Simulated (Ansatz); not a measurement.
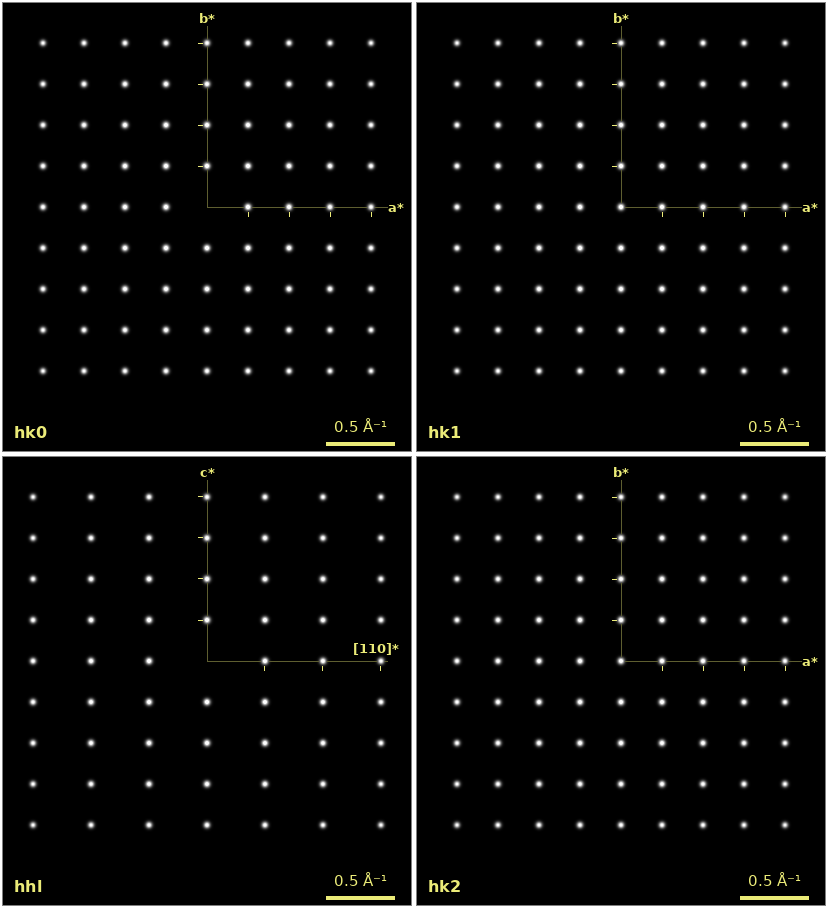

Simulated precession-type sections (neutrons; kinematic intensities, B = 0.5 Å²). The ticks mark integer indices of the conventional cell.

Question: Read the reciprocal cell and give the direct cell.

Answer: a* = 0.306, b* = 0.306, c* = 0.306 Å⁻¹; the cell is cubic with a = 3.27 Å.

Question: List the systematic absences.

Answer: Reflections are present only under these conditions. hkl: no condition; hk0: no condition; hhl: no condition; h00: no condition. The lattice is primitive (P).

Question: Which space groups fit?

Answer: The intensities have Laue symmetry m-3m (the hk0 layer shows 4mm, hk1 shows 4mm). With these conditions the candidates are P432 (No. 207), P-43m (No. 215), Pm-3m (No. 221). Diffraction geometry alone does not choose among them; the structure has Pm-3m. The compound is Y. Structure: coordinates from a relaxation with DFT, m-r2SCAN, plane waves (500 eV) with PAW, scalar-relativistic (Ansatz); the starting structure was generated, so it need not be a known form of this composition.
